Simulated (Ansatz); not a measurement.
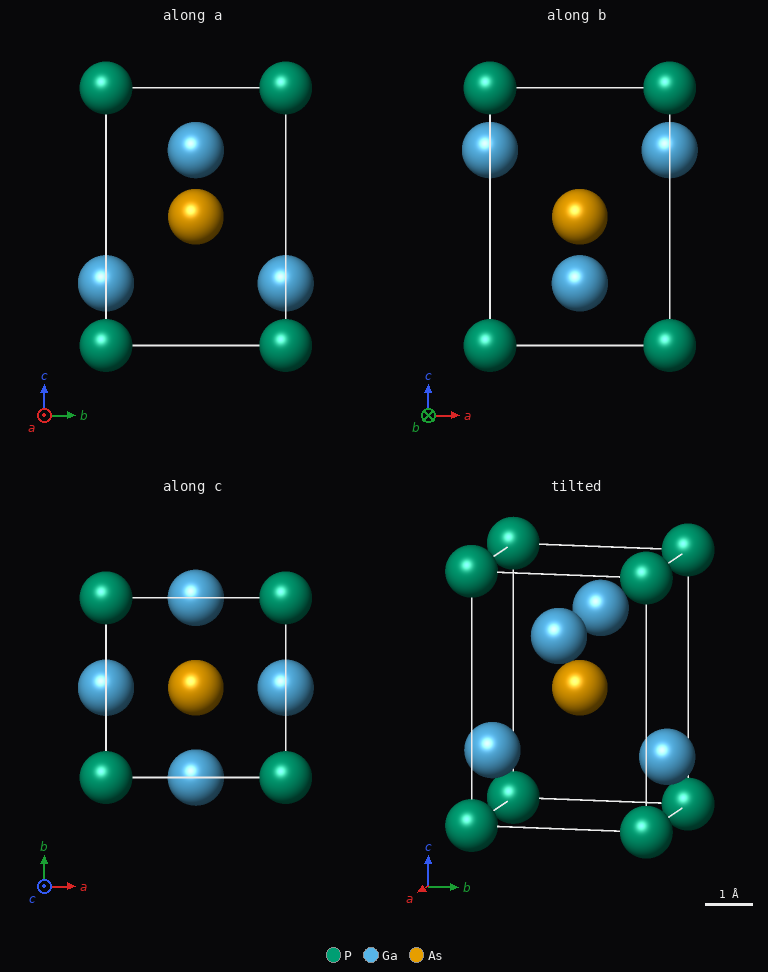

The image is a spheres-only drawing of a crystal, viewed along the a axis, along the b axis, along the c axis and slightly off an axis. The conventional unit cell is outlined; an atom on or near a face, edge or corner is repeated at each equivalent position.

Lattice parameters: a = 3.875 Å, b = 3.875 Å, c = 5.553 Å, α = 90.00°, β = 90.00°, γ = 90.00°.

Write down what is shown as a table of Wyckoff sites, with free fractional coordinates to two decimals.

Answer. Space group P-4m2 (No. 115).
| atom | site | x | y | z |
| --- | --- | --- | --- | --- |
| P | 1a | 0.00 | 0.00 | 0.00 |
| Ga | 2g | 0.00 | 0.50 | 0.76 |
| As | 1c | 0.50 | 0.50 | 0.50 |

The model was built from a structure type filled with these elements by a generator (whether the compound takes this form wasn't checked). The cell was then strained or its atoms displaced on purpose. A calculation with Ansatz used it as input.
